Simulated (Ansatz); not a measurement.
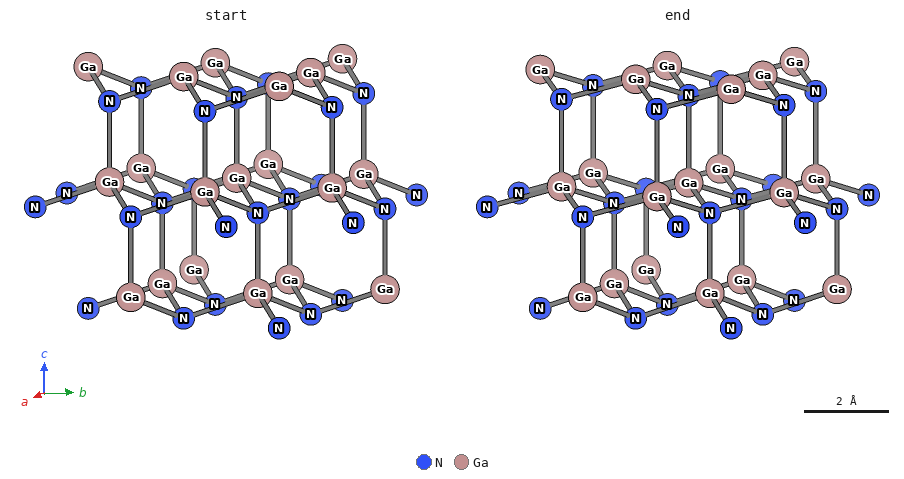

The structure of a slab of composition GaN (cut from the F-43m phase) before (left) and after (right) a constrained relaxation, at one scale.

Style: ball-and-stick. Shown: the atoms within 5.0 Å of the atom that moves most (axes of the 3 × 3 repeat of the cell, outlined in the plane, without the vacuum), slightly off an axis.

Case: clean slab, lower half held. The slab is the (1 1 1) face of GaN. 3 atoms are held fixed.

Level of theory: Ansatz 0.2.0, DFT PBEsol, scalar-relativistic, plane waves, PAW. (plane-wave cutoff 420 eV; k-point mesh 9 × 9 × 1; occupations gaussian; smearing width 0.05 eV; no spin polarisation; dipole correction; atoms relaxed in a fixed cell; force threshold 0.03 eV/Å; at most 70 steps)

What changed between the two?

Over 4 geometry steps the energy falls by 99.4 meV per cell of the calculation. The largest force component goes from 1.5 to 0.017 eV/Å. The largest move is that of a Ga atom, 0.11 Å along the normal (−c). By element the largest moves are Ga 0.11 Å, N 0.05 Å. The lattice vectors keep their values. Near-neighbour distances that change, for instance: Ga–N 1.948 → 2.112 Å, Ga–N 1.948 → 1.911 Å. Among the angles between lasting bonds that change: Ga–N–Ga 109.5° → 112.6°, N–Ga–N 109.5° → 112.6°, N–Ga–N 109.5° → 106.3°.
